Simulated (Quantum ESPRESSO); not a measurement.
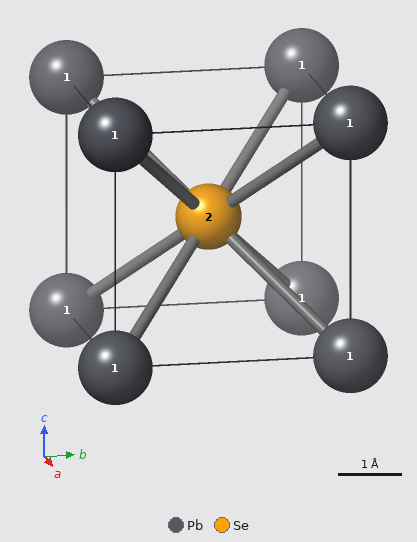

**Figure 1.** The structure (ball-and-stick view of the cell of the calculation, seen slightly off an axis; atoms are numbered from 1 in the order of the input). An atom can appear more than once, as a periodic image. Near neighbours in the periodic cell (some may lie outside the picture): Pb has 8 Se at 3.34 Å; Se has 8 Pb at 3.34 Å.

# Single-point calculation, with input and output: PbSe

- system: PbSe (Pm-3m, 2 atoms in the cell)
- method: Kohn-Sham DFT of a periodic cell, PBE, SSSP 1.3 efficiency PBE, no spin polarisation (Quantum ESPRESSO 7.5)

The structure derives from a Materials Project entry. The volume is scaled by 1.06.

What the program printed
```
This program is part of the open-source Quantum ESPRESSO suite
     for quantum simulation of materials; please cite
         "P. Giannozzi et al., J. Phys.:Condens. Matter 21 395502 (2009);
         "P. Giannozzi et al., J. Phys.:Condens. Matter 29 465901 (2017);
         "P. Giannozzi et al., J. Chem. Phys. 152 154105 (2020);
          URL
     in publications or presentations arising from this work. More details at

     file Pb.pbe-dn-kjpaw_psl.0.2.2.UPF: wavefunction(s)  6S renormalized
     Message from routine setup:
     using ibrav=0 with symmetry is DISCOURAGED, use correct ibrav instead

     G-vector sticks info
     --------------------
     sticks:   dense  smooth     PW     G-vecs:    dense   smooth      PW
     Sum        1869     941    277                60269    21367    3407

     Using Slab Decomposition

     bravais-lattice index     =            0
     lattice parameter (alat)  =       7.2916  a.u.
     unit-cell volume          =     387.6740 (a.u.)^3
     number of atoms/cell      =            2
     number of atomic types    =            2
     number of electrons       =        20.00
     number of Kohn-Sham states=           16
     kinetic-energy cutoff     =      55.0000  Ry
     charge density cutoff     =     440.0000  Ry
     scf convergence threshold =      4.0E-10
     mixing beta               =       0.5000
     number of iterations used =            8  plain     mixing
     Exchange-correlation= SLA  PW   PBE  PBE
                           (   1   4   3   4   0   0   0)

     celldm(1)=   7.291590  celldm(2)=   0.000000  celldm(3)=   0.000000
     celldm(4)=   0.000000  celldm(5)=   0.000000  celldm(6)=   0.000000

     crystal axes: (cart. coord. in units of alat)
               a(1) = (   1.000000   0.000000   0.000000 )
               a(2) = (   0.000000   1.000000   0.000000 )
               a(3) = (   0.000000   0.000000   1.000000 )

     reciprocal axes: (cart. coord. in units 2 pi/alat)
               b(1) = (  1.000000  0.000000  0.000000 )
               b(2) = (  0.000000  1.000000  0.000000 )
               b(3) = (  0.000000  0.000000  1.000000 )

     PseudoPot. # 1 for Pb read from file:
     Pb.pbe-dn-kjpaw_psl.0.2.2.UPF
     Pseudo is Projector augmented-wave + core cor, Zval = 14.0
     Generated using "atomic" code by A. Dal Corso  v.5.0.99 svn rev. 10869
     Shape of augmentation charge: PSQ
     Using radial grid of 1281 points,  6 beta functions with:
                l(1) =   0
                l(2) =   0
                l(3) =   1
                l(4) =   1
                l(5) =   2
                l(6) =   2
     Q(r) pseudized with 0 coefficients

     PseudoPot. # 2 for Se read from file:
     Se_pbe_v1.uspp.F.UPF
     Pseudo is Ultrasoft + core correction, Zval =  6.0
     Generated by new atomic code, or converted to UPF format
     Using radial grid of  877 points,  6 beta functions with:
                l(1) =   0
                l(2) =   0
                l(3) =   1
                l(4) =   1
                l(5) =   2
                l(6) =   2
     Q(r) pseudized with  8 coefficients,  rinner =    1.300   1.300   1.300
                                                       1.300   1.300

     atomic species   valence    mass     pseudopotential
     Pb               14.00   207.20000     Pb( 1.00)
     Se                6.00    78.97100     Se( 1.00)

     48 Sym. Ops., with inversion, found

   Cartesian axes

     site n.     atom                  positions (alat units)
         1        Pb     tau(   1) = (   0.0000000   0.0000000   0.0000000  )
         2        Se     tau(   2) = (   0.5000000   0.5000000   0.5000000  )

     number of k points=    20  Fermi-Dirac smearing, width (Ry)=  0.0037
                       cart. coord. in units 2pi/alat
        k(    1) = (   0.0000000   0.0000000   0.0000000), wk =   0.0058309
        k(    2) = (   0.0000000   0.0000000   0.1428571), wk =   0.0349854
        k(    3) = (   0.0000000   0.0000000   0.2857143), wk =   0.0349854
        k(    4) = (   0.0000000   0.0000000   0.4285714), wk =   0.0349854
        k(    5) = (   0.0000000   0.1428571   0.1428571), wk =   0.0699708
        k(    6) = (   0.0000000   0.1428571   0.2857143), wk =   0.1399417
        k(    7) = (   0.0000000   0.1428571   0.4285714), wk =   0.1399417
        k(    8) = (   0.0000000   0.2857143   0.2857143), wk =   0.0699708
        k(    9) = (   0.0000000   0.2857143   0.4285714), wk =   0.1399417
        k(   10) = (   0.0000000   0.4285714   0.4285714), wk =   0.0699708
        k(   11) = (   0.1428571   0.1428571   0.1428571), wk =   0.0466472
        k(   12) = (   0.1428571   0.1428571   0.2857143), wk =   0.1399417
        k(   13) = (   0.1428571   0.1428571   0.4285714), wk =   0.1399417
        k(   14) = (   0.1428571   0.2857143   0.2857143), wk =   0.1399417
        k(   15) = (   0.1428571   0.2857143   0.4285714), wk =   0.2798834
        k(   16) = (   0.1428571   0.4285714   0.4285714), wk =   0.1399417
        k(   17) = (   0.2857143   0.2857143   0.2857143), wk =   0.0466472
        k(   18) = (   0.2857143   0.2857143   0.4285714), wk =   0.1399417
        k(   19) = (   0.2857143   0.4285714   0.4285714), wk =   0.1399417
        k(   20) = (   0.4285714   0.4285714   0.4285714), wk =   0.0466472

     Dense  grid:    60269 G-vectors     FFT dimensions: (  50,  50,  50)

     Smooth grid:    21367 G-vectors     FFT dimensions: (  36,  36,  36)

     Initial potential from superposition of free atoms

     starting charge      19.9976, renormalised to      20.0000
     Starting wfcs are   13 randomized atomic wfcs +    3 random wfcs

     Self-consistent Calculation

     iteration #  1     ecut=    55.00 Ry     beta= 0.50
     Davidson diagonalization with overlap
     ethr =  1.00E-02,  avg # of iterations =  5.0

     Threshold (ethr) on eigenvalues was too large:
     Diagonalizing with lowered threshold

     Davidson diagonalization with overlap
     ethr =  6.96E-04,  avg # of iterations =  2.0

     total energy              =    -914.15570815 Ry
     estimated scf accuracy    <       0.13753252 Ry

     iteration #  2     ecut=    55.00 Ry     beta= 0.50
     Davidson diagonalization with overlap
     ethr =  6.88E-04,  avg # of iterations =  2.1

     total energy              =    -914.19417935 Ry
     estimated scf accuracy    <       0.03896496 Ry

     iteration #  3     ecut=    55.00 Ry     beta= 0.50
     Davidson diagonalization with overlap
     ethr =  1.95E-04,  avg # of iterations =  2.3

     total energy              =    -914.20232153 Ry
     estimated scf accuracy    <       0.00101875 Ry

     iteration #  4     ecut=    55.00 Ry     beta= 0.50
     Davidson diagonalization with overlap
     c_bands:  1 eigenvalues not converged
     c_bands:  1 eigenvalues not converged
     ethr =  5.09E-06,  avg # of iterations = 10.6

     total energy              =    -914.20378422 Ry
     estimated scf accuracy    <       0.00028273 Ry

     iteration #  5     ecut=    55.00 Ry     beta= 0.50
     Davidson diagonalization with overlap
     ethr =  1.41E-06,  avg # of iterations =  3.0

     total energy              =    -914.20377753 Ry
     estimated scf accuracy    <       0.00047142 Ry

     iteration #  6     ecut=    55.00 Ry     beta= 0.50
     Davidson diagonalization with overlap
     ethr =  1.41E-06,  avg # of iterations =  1.9

     total energy              =    -914.20389930 Ry
     estimated scf accuracy    <       0.00003057 Ry

     iteration #  7     ecut=    55.00 Ry     beta= 0.50
     Davidson diagonalization with overlap
     ethr =  1.53E-07,  avg # of iterations =  3.3

     total energy              =    -914.20388052 Ry
     estimated scf accuracy    <       0.00011751 Ry

     iteration #  8     ecut=    55.00 Ry     beta= 0.50
     Davidson diagonalization with overlap
     ethr =  1.53E-07,  avg # of iterations =  1.3

     total energy              =    -914.20387650 Ry
     estimated scf accuracy    <       0.00002535 Ry

     iteration #  9     ecut=    55.00 Ry     beta= 0.50
     Davidson diagonalization with overlap
     ethr =  1.27E-07,  avg # of iterations =  1.2

     total energy              =    -914.20388026 Ry
     estimated scf accuracy    <       0.00000020 Ry

     iteration # 10     ecut=    55.00 Ry     beta= 0.50
     Davidson diagonalization with overlap
     ethr =  1.01E-09,  avg # of iterations =  8.0

     total energy              =    -914.20388060 Ry
     estimated scf accuracy    <       0.00000219 Ry

     iteration # 11     ecut=    55.00 Ry     beta= 0.50
     Davidson diagonalization with overlap
     ethr =  1.01E-09,  avg # of iterations =  3.1

     total energy              =    -914.20388060 Ry
     estimated scf accuracy    <       0.00000049 Ry

     iteration # 12     ecut=    55.00 Ry     beta= 0.50
     Davidson diagonalization with overlap
     ethr =  1.01E-09,  avg # of iterations =  4.4

     total energy              =    -914.20388086 Ry
     estimated scf accuracy    <       0.00000185 Ry

     iteration # 13     ecut=    55.00 Ry     beta= 0.50
     Davidson diagonalization with overlap
     ethr =  1.01E-09,  avg # of iterations =  1.0

     total energy              =    -914.20388053 Ry
     estimated scf accuracy    <       0.00000126 Ry

     iteration # 14     ecut=    55.00 Ry     beta= 0.50
     Davidson diagonalization with overlap
     ethr =  1.01E-09,  avg # of iterations =  4.0

     total energy              =    -914.20388067 Ry
     estimated scf accuracy    <          8.2E-09 Ry

     iteration # 15     ecut=    55.00 Ry     beta= 0.50
     Davidson diagonalization with overlap
     ethr =  4.12E-11,  avg # of iterations =  2.2

     total energy              =    -914.20388067 Ry
     estimated scf accuracy    <       0.00000003 Ry

     iteration # 16     ecut=    55.00 Ry     beta= 0.50
     Davidson diagonalization with overlap
     ethr =  4.12E-11,  avg # of iterations =  2.0

     total energy              =    -914.20388066 Ry
     estimated scf accuracy    <       0.00000005 Ry

     iteration # 17     ecut=    55.00 Ry     beta= 0.50
     Davidson diagonalization with overlap
     ethr =  4.12E-11,  avg # of iterations =  2.0

     total energy              =    -914.20388066 Ry
     estimated scf accuracy    <       0.00000002 Ry

     iteration # 18     ecut=    55.00 Ry     beta= 0.50
     Davidson diagonalization with overlap
     ethr =  4.12E-11,  avg # of iterations =  1.7

     total energy              =    -914.20388067 Ry
     estimated scf accuracy    <          4.4E-09 Ry

     iteration # 19     ecut=    55.00 Ry     beta= 0.50
     Davidson diagonalization with overlap
     ethr =  2.19E-11,  avg # of iterations =  1.0

     total energy              =    -914.20388067 Ry
     estimated scf accuracy    <          4.5E-09 Ry

     iteration # 20     ecut=    55.00 Ry     beta= 0.50
     Davidson diagonalization with overlap
     ethr =  2.19E-11,  avg # of iterations =  1.0

     total energy              =    -914.20388067 Ry
     estimated scf accuracy    <          1.5E-09 Ry

     iteration # 21     ecut=    55.00 Ry     beta= 0.50
     Davidson diagonalization with overlap
     ethr =  7.34E-12,  avg # of iterations =  3.9

     End of self-consistent calculation

          k = 0.0000 0.0000 0.0000 (  2721 PWs)   bands (ev):

    -9.1149  -9.1149  -8.9901  -8.9901  -8.9901  -5.0004   0.6407   6.5041
     6.5041   6.5041  13.0425  13.0425  13.4976  13.4976  13.4976  18.3032

          k = 0.0000 0.0000 0.1429 (  2669 PWs)   bands (ev):

    -9.1139  -9.0969  -8.9964  -8.9964  -8.9895  -4.8679   0.4025   6.3934
     6.6637   6.6637  11.9868  13.0816  13.0816  13.2054  14.3621  19.3869

          k = 0.0000 0.0000 0.2857 (  2677 PWs)   bands (ev):

    -9.1117  -9.0569  -9.0105  -9.0105  -8.9882  -4.5178  -0.2106   6.4711
     7.0868   7.0868  10.0801  12.1215  12.1215  13.6818  16.6629  17.7840

          k = 0.0000 0.0000 0.4286 (  2678 PWs)   bands (ev):

    -9.1100  -9.0248  -9.0218  -9.0218  -8.9872  -4.1505  -0.8029   7.0947
     7.5376   7.5376   8.4070  11.2821  11.2821  14.3564  16.3622  19.5482

          k = 0.0000 0.1429 0.1429 (  2674 PWs)   bands (ev):

    -9.1046  -9.0872  -9.0039  -8.9962  -8.9952  -4.7389   0.2574   5.8080
     6.8115   7.2006  11.0709  12.6422  12.8189  13.9186  15.0832  18.1915

          k = 0.0000 0.1429 0.2857 (  2683 PWs)   bands (ev):

    -9.0994  -9.0498  -9.0208  -9.0096  -8.9942  -4.4017  -0.1762   5.5225
     7.1975   7.5885   9.5562  12.1230  12.1590  14.4954  16.9807  17.7173

          k = 0.0000 0.1429 0.4286 (  2682 PWs)   bands (ev):

    -9.0973  -9.0341  -9.0206  -9.0178  -8.9930  -4.0556  -0.6502   5.9003
     7.0165   7.5950   9.2451  11.3813  11.4534  14.9708  17.2076  19.0322

          k = 0.0000 0.2857 0.2857 (  2666 PWs)   bands (ev):

    -9.0825  -9.0435  -9.0232  -9.0083  -9.0066  -4.1079  -0.1563   4.6564
     6.8312   7.4730   9.6252  12.0547  12.1679  15.5818  16.8056  17.6263

          k = 0.0000 0.2857 0.4286 (  2672 PWs)   bands (ev):

    -9.0761  -9.0614  -9.0181  -9.0058  -8.9948  -3.8256  -0.2403   4.5986
     5.5601   7.7300  10.3660  11.6614  11.9007  15.5708  17.2067  17.6145

          k = 0.0000 0.4286 0.4286 (  2664 PWs)   bands (ev):

    -9.0827  -9.0657  -9.0162  -9.0159  -8.9697  -3.6204   0.1999   3.9398
     4.3214   7.8452  11.3059  11.8132  12.3582  14.8732  16.4967  16.9747

          k = 0.1429 0.1429 0.1429 (  2677 PWs)   bands (ev):

    -9.0863  -9.0863  -9.0054  -9.0018  -9.0018  -4.6145   0.1690   5.9836
     5.9836   7.7900  10.8045  12.2273  12.2273  14.9837  14.9837  18.8863

          k = 0.1429 0.1429 0.2857 (  2685 PWs)   bands (ev):

    -9.0844  -9.0455  -9.0220  -9.0167  -9.0007  -4.2923  -0.1315   5.4329
     6.4634   7.6641  10.0667  11.1595  12.3152  15.1380  17.0107  17.9426

          k = 0.1429 0.1429 0.4286 (  2672 PWs)   bands (ev):

    -9.0827  -9.0358  -9.0286  -9.0128  -8.9991  -3.9689  -0.4991   5.6355
     6.6822   7.0161  10.0191  10.1662  12.4422  15.5397  17.3914  18.1351

          k = 0.1429 0.2857 0.2857 (  2675 PWs)   bands (ev):

    -9.0637  -9.0415  -9.0229  -9.0169  -9.0138  -4.0185  -0.0701   4.8538
     6.5196   6.7749  10.1375  11.4188  11.5265  16.1472  17.4546  17.8835

          k = 0.1429 0.2857 0.4286 (  2672 PWs)   bands (ev):

    -9.0587  -9.0574  -9.0273  -9.0133  -8.9933  -3.7601  -0.0938   4.7391
     5.5939   7.0048   9.8377  10.7673  12.2809  16.0200  17.1640  17.4918

          k = 0.1429 0.4286 0.4286 (  2663 PWs)   bands (ev):

    -9.0779  -9.0463  -9.0246  -9.0241  -8.9692  -3.5755   0.3410   4.1490
     4.4896   7.2556  10.2321  10.9034  11.5862  15.6102  17.4449  17.9157

          k = 0.2857 0.2857 0.2857 (  2665 PWs)   bands (ev):

    -9.0423  -9.0313  -9.0313  -9.0206  -9.0206  -3.8005   0.1327   5.4114
     5.4114   6.2444   9.9439   9.9439  11.5444  17.0008  17.6824  17.6824

          k = 0.2857 0.2857 0.4286 (  2674 PWs)   bands (ev):

    -9.0551  -9.0443  -9.0297  -9.0198  -8.9868  -3.6044   0.2975   4.9583
     5.4503   6.1298   8.6621  10.0401  11.2821  16.9928  18.0259  18.3568

          k = 0.2857 0.4286 0.4286 (  2656 PWs)   bands (ev):

    -9.0672  -9.0433  -9.0424  -9.0027  -8.9683  -3.4698   0.7132   4.7488
     4.9184   6.2524   8.5372   9.2497  10.0270  17.6500  19.1717  19.4269

          k = 0.4286 0.4286 0.4286 (  2662 PWs)   bands (ev):

    -9.0600  -9.0569  -9.0569  -8.9676  -8.9676  -3.3798   1.0974   5.2915
     5.5703   5.5703   7.8134   7.8134   8.5682  19.7555  20.3963  20.3963

     the Fermi energy is     7.8483 ev

!    total energy              =    -914.20388067 Ry
     estimated scf accuracy    <          9.3E-11 Ry
     smearing contrib. (-TS)   =      -0.00074211 Ry
     internal energy E=F+TS    =    -914.20313856 Ry

     The total energy is F=E-TS. E is the sum of the following terms:
     one-electron contribution =     -34.77817503 Ry
     hartree contribution      =      31.71487329 Ry
     xc contribution           =     -73.95304314 Ry
     ewald contribution        =    -108.75244811 Ry
     one-center paw contrib.   =    -728.43434557 Ry

     convergence has been achieved in  21 iterations

     Forces acting on atoms (cartesian axes, Ry/au):

     atom    1 type  1   force =     0.00000000    0.00000000    0.00000000
     atom    2 type  2   force =     0.00000000    0.00000000    0.00000000

     Total force =     0.000000     Total SCF correction =     0.000000

     Computing stress (Cartesian axis) and pressure

          total   stress  (Ry/bohr**3)                   (kbar)     P=      -26.26
  -0.00017852   0.00000000   0.00000000          -26.26        0.00        0.00
   0.00000000  -0.00017852   0.00000000            0.00      -26.26        0.00
   0.00000000   0.00000000  -0.00017852            0.00        0.00      -26.26

=------------------------------------------------------------------------------=
   JOB DONE.
=------------------------------------------------------------------------------=
```

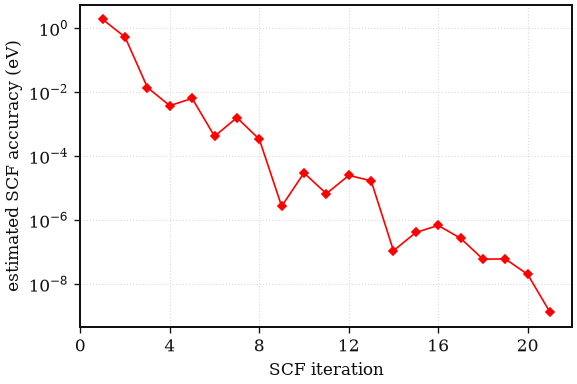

**Figure 2.** Convergence of the self-consistent field: estimated SCF accuracy against the iteration. The field takes 21 iterations in all.

The run was set up as follows.

The input
```
&CONTROL
  calculation = 'scf'
  prefix = 'pwscf'
  outdir = './tmp'
  pseudo_dir = './pseudo'
  tprnfor = .true.
  tstress = .true.
  disk_io = 'nowf'
/
&SYSTEM
  ibrav = 0
  nat = 2
  ntyp = 2
  ecutwfc = 55
  ecutrho = 440
  nbnd = 16
  occupations = 'smearing'
  smearing = 'fd'
  degauss = 0.00367493
/
&ELECTRONS
  conv_thr = 4d-10
  electron_maxstep = 120
  mixing_beta = 0.5
/
ATOMIC_SPECIES
Pb   207.2000 Pb.pbe-dn-kjpaw_psl.0.2.2.UPF
Se    78.9710 Se_pbe_v1.uspp.F.UPF
CELL_PARAMETERS angstrom
   3.8585432354    0.0000000000    0.0000000000
   0.0000000000    3.8585432354    0.0000000000
   0.0000000000    0.0000000000    3.8585432354
ATOMIC_POSITIONS crystal
Pb     0.0000000000    0.0000000000    0.0000000000
Se     0.5000000000    0.5000000000    0.5000000000
K_POINTS automatic
7 7 7 0 0 0
```

Launched with:
```bash
OMP_NUM_THREADS=1 pw.x -in pw.in > pw.out
```

Summary

```csv
quantity,value
outcome,converged
space group (tolerance 0.01 Å),Pm-3m (221)
electrons treated,20
free energy,−12438.3775 eV
Fermi energy,7.848 eV
gap on the k-point mesh,none (metallic)
pressure,−2.63 GPa
largest force (length of the vector),under 0.001 eV/Å
hardware,"1 thread of Intel Xeon (Sapphire Rapids), 16 GiB of memory available, shared host"
wall time,44 s
peak memory,0.26 GiB
```

Spin–orbit coupling is left out, which matters for Pb.
